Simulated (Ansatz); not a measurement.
Read the following structure.

```yaml
crystal:
  lattice:
    - [-2.51949, 0.00000, 0.00000]
    - [-1.25975, -2.18194, 0.00000]
    - [1.25975, 0.72731, 16.36682]
  atoms:
    - { symbol: C, position: [0.96678, 0.96678, 0.48420] }
    - { symbol: C, position: [0.93533, 0.93533, 0.38985] }
    - { symbol: C, position: [0.01989, 0.01989, 0.64354] }
    - { symbol: C, position: [0.88221, 0.88221, 0.23050] }
    - { symbol: C, position: [0.05136, 0.05136, 0.73795] }
    - { symbol: C, position: [0.72854, 0.72854, 0.76950] }
    - { symbol: C, position: [0.31069, 0.31069, 0.51593] }
    - { symbol: C, position: [0.59142, 0.59142, 0.35811] }
    - { symbol: C, position: [0.34265, 0.34265, 0.61182] }
    - { symbol: C, position: [0.55946, 0.55946, 0.26223] }
```

Q: Before looking at a picture, describe the arrangement of atoms.

A: The element is carbon. The cell holds ten atoms. The coordination, counted out to bonding distance, is C 3 to 4 (mean 3.8). The bonds build C layers parallel to (001).

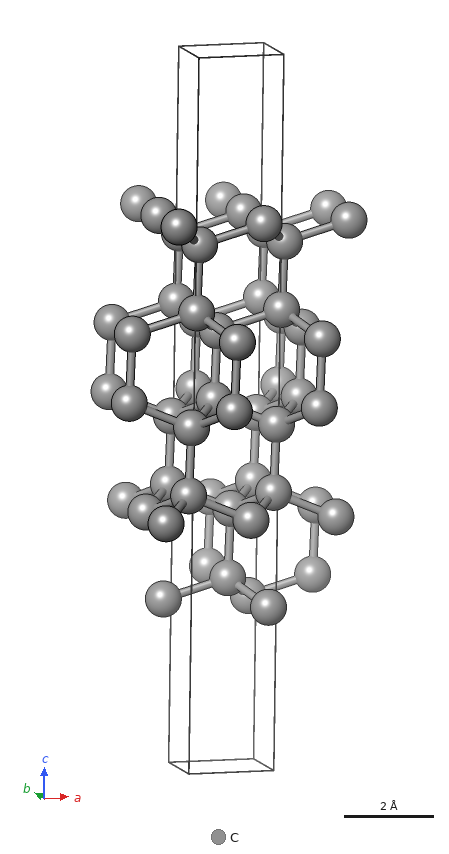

The crystal in a ball-and-stick representation, seen slightly off an axis. The parallelepiped is the simulation cell. The first bonded neighbours in the surrounding cells are also shown. Colours: carbon grey.

The cell started as an entry, possibly a prediction, of the Crystallography Open Database. The cell was then strained or its atoms displaced on purpose. Ansatz was used for an electronic-structure calculation on it.

At this level of theory the cell isn't at rest (forces up to 4.7 eV/Å), so its distances can differ from those at equilibrium, the more so the softer the solid.
